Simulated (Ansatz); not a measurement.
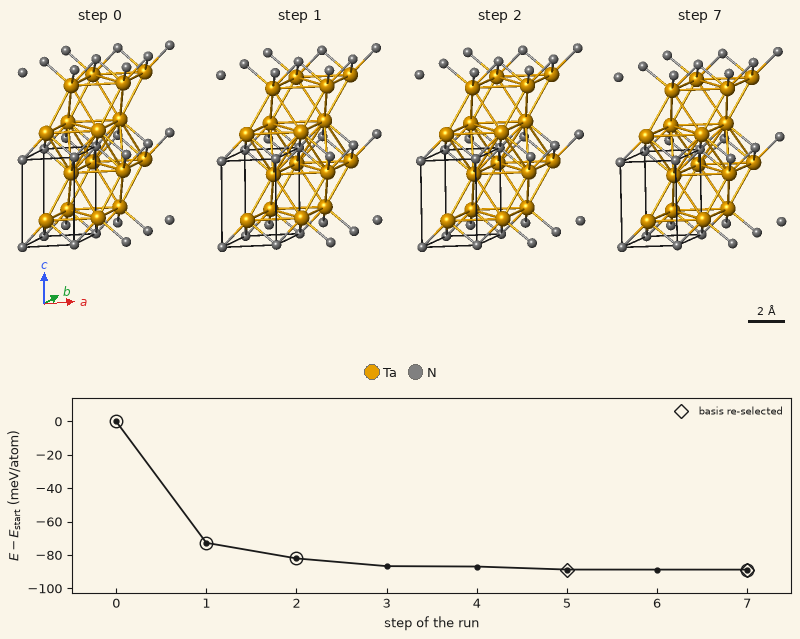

Frames of a relaxation of crystalline Ta2N (set up in P1), marked on the history of the run. A ball-and-stick model of the reduced cell, repeated 2 × 2 × 2 with one cell outlined, seen slightly off an axis. Lengths and directions refer to the drawn axes.

Case: all atoms moved at random, sigma 0.02 Å for each component, cell strained at random, sigma 0.03; relaxed back.

The calculation used DFT PBE, scalar-relativistic, plane waves, PAW in Ansatz. Settings: plane-wave cutoff 420 eV; k-point mesh 12 × 12 × 8; occupations gaussian; smearing width 0.15 eV; no spin polarisation; cell and atoms relaxed; force threshold 0.01 eV/Å; at most 80 steps.

### Describe the path.

The energy falls by 88.7 meV per atom in 5 accepted moves (7 points after the start). The largest force component goes from 0.91 to 0.0041 eV/Å. Pressure: 8.12 GPa at the start and −0.03 GPa at the end. At 2 points the geometry stayed and the basis and grid were re-selected for the new cell (energy shift of 1.8 meV per atom at most each time). The atom that moves furthest relative to the cell is the N atom (0.023 Å along [−3 −1 0]). By element the largest moves are N 0.023 Å, Ta 0.021 Å. The volume changes by +2.0 %, with a 2.915 → 3.106 Å (+6.5 %), b 3.041 → 3.106 Å (+2.1 %), c 5.015 → 4.872 Å (−2.9 %), α 89.8° → 90.0°, β 87.5° → 90.0°, γ 64.0° → 60.0°. Among the contacts that change: Ta–Ta 2.915 → 3.106 Å, Ta–Ta 3.107 → 2.993 Å, Ta–Ta 3.143 → 3.057 Å, N–Ta 2.103 → 2.179 Å. Among the angles between lasting bonds that change: Ta–N–Ta 94.6° → 89.1°, Ta–N–Ta 86.5° → 90.9°, Ta–N–Ta 86.7° → 90.9°. The space group (tolerance 0.01 Å) goes from P1 (No. 1) to P-3m1 (No. 164). The run took 3.5 min on 2 threads of Arm Neoverse V1, on a shared host, peak memory 0.75 GiB. From step 0 to 1: a Ta atom moves most (0.05 Å), volume +1.3 %, energy −72.7 meV per atom. From step 1 to 2: a Ta atom moves most (0.02 Å), volume +1.4 %, energy −9.3 meV per atom. From step 2 to 7: a Ta atom moves most (0.04 Å), volume −0.7 %, energy −6.7 meV per atom.

```json
{"step": "0", "E − E(0), meV/atom": "0.00", "largest force component, eV/Å": "0.9131", "pressure, GPa": "8.12", "volume, Å³/atom": "13.302", "note": ""}
{"step": "1", "E − E(0), meV/atom": "-72.68", "largest force component, eV/Å": "0.5580", "pressure, GPa": "0.79", "volume, Å³/atom": "13.478", "note": ""}
{"step": "2", "E − E(0), meV/atom": "-82.01", "largest force component, eV/Å": "0.1650", "pressure, GPa": "-2.41", "volume, Å³/atom": "13.662", "note": ""}
{"step": "3", "E − E(0), meV/atom": "-86.63", "largest force component, eV/Å": "0.0466", "pressure, GPa": "1.51", "volume, Å³/atom": "13.486", "note": ""}
{"step": "4", "E − E(0), meV/atom": "-86.87", "largest force component, eV/Å": "0.0035", "pressure, GPa": "-0.03", "volume, Å³/atom": "13.556", "note": ""}
{"step": "5", "E − E(0), meV/atom": "-88.69", "largest force component, eV/Å": "0.0039", "pressure, GPa": "0.12", "volume, Å³/atom": "13.556", "note": "same geometry, new basis"}
{"step": "6", "E − E(0), meV/atom": "-88.71", "largest force component, eV/Å": "0.0044", "pressure, GPa": "-0.03", "volume, Å³/atom": "13.565", "note": ""}
{"step": "7", "E − E(0), meV/atom": "-88.72", "largest force component, eV/Å": "0.0041", "pressure, GPa": "-0.03", "volume, Å³/atom": "13.565", "note": "same geometry, new basis"}
```
